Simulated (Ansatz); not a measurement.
**ZnO: density, localisation and related maps**

Input file:

```
crystal:
  lattice:
    - [3.1872337797, 0.0, 0.0]
    - [-1.5936168898, 2.760225421, 0.0]
    - [0.0, 0.0, 5.1520568525]
  atoms:
    - { symbol: Zn, position: [0.3333333333, 0.6666666667, 0.0018162165] }
    - { symbol: Zn, position: [0.6666666667, 0.3333333333, 0.5018162165] }
    - { symbol: O, position: [0.3333333333, 0.6666666667, 0.3802837835] }
    - { symbol: O, position: [0.6666666667, 0.3333333333, 0.8802837835] }
basis:
  ecutwfc: 420
kpoints:
  mp_grid: { grid: [12, 12, 6] }
hamiltonian:
  xc: lda
scf:
  occupations: { method: gaussian, width: 0.05 }
output:
  forces: true
  stress: true
  eigenvalues: true
  write_density: true
  write_potential: true
  elf: true
  volumetric_format: npy
```

Launched as:

```sh
ansatz run input.yaml --threads 1 --pin off --max-ram 2560MiB --backend cpu --events-out ev --progress --plain --runs-dir out
```

Below, planes, directions and counts refer to the conventional cell (a = 3.19 Å, b = 3.19 Å, c = 5.15 Å, α = 90.00°, β = 90.00°, γ = 120.00°).

Space group P6₃mc.

Level of theory: Ansatz, DFT LDA, scalar-relativistic, plane waves, PAW.

The density is the valence pseudo-density of a PAW calculation; it isn't the true density close to the nuclei.

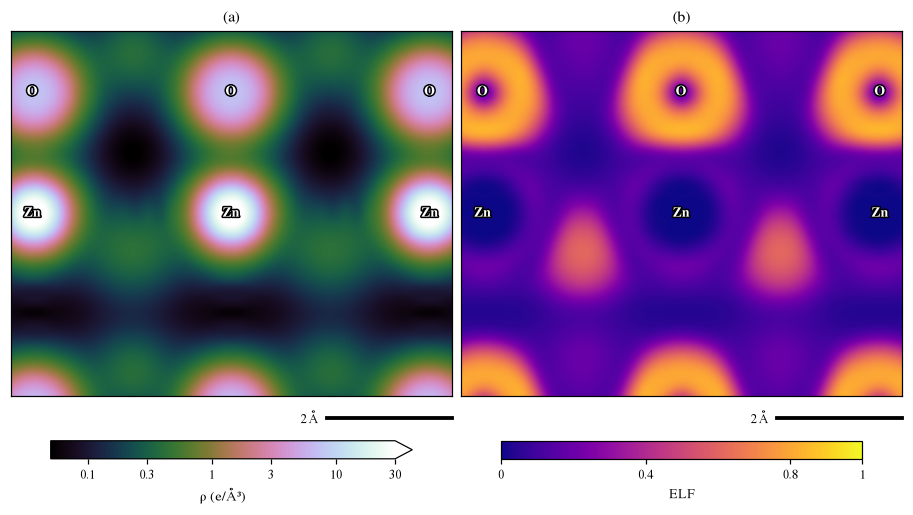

Figure 1. (a) valence charge density (pseudo); (b) ELF on the (100) plane of the conventional cell.

What do the fields say about this system?

Answer. The plane passes through Zn and O nuclei. Atoms just off the plane (Zn, 0.9 Å away and O, 0.9 Å away) can leave unmarked features too. Zn–O (1.95 Å): the density is about 0.67 e/Å³ at the midpoint; the ELF peaks at about 0.85 in the valence shell of O, 0.6 Å from its nucleus, and is about 0.25 at the midpoint (no localised pair shows between them). Between the atoms the lowest density in this plane is 0.05 e/Å³.

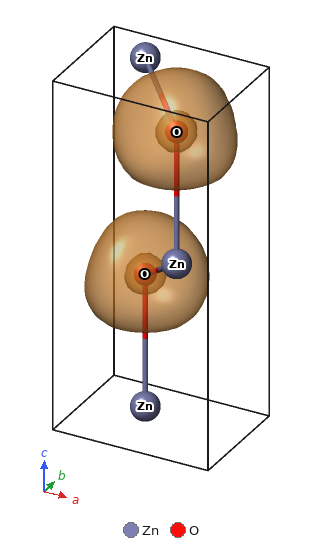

Figure 2. Isosurface of the electron localisation function at 0.6 (orange), seen slightly off an axis. Core shells and regions of very low density are left out. Sticks mark near contacts.

Identify the bonds, lone pairs and shells in this picture.

Answer. At this value the surface marks out two regions wrapped around O (the valence shell of each), counted in one cell of 4 atoms. Regions shared between cells count once. Profiles from the grid: Zn–O (1.94 Å): the ELF peaks at about 0.85 in the valence shell of O, 0.6 Å from its nucleus, and is about 0.25 at the midpoint (no shared electron pair shows on this line).

Does the calculation give a band gap?

Answer. It is gapped, with a Kohn–Sham gap of 0.80 eV on the k-point mesh (the band edges may lie off the mesh, which would make the gap smaller).
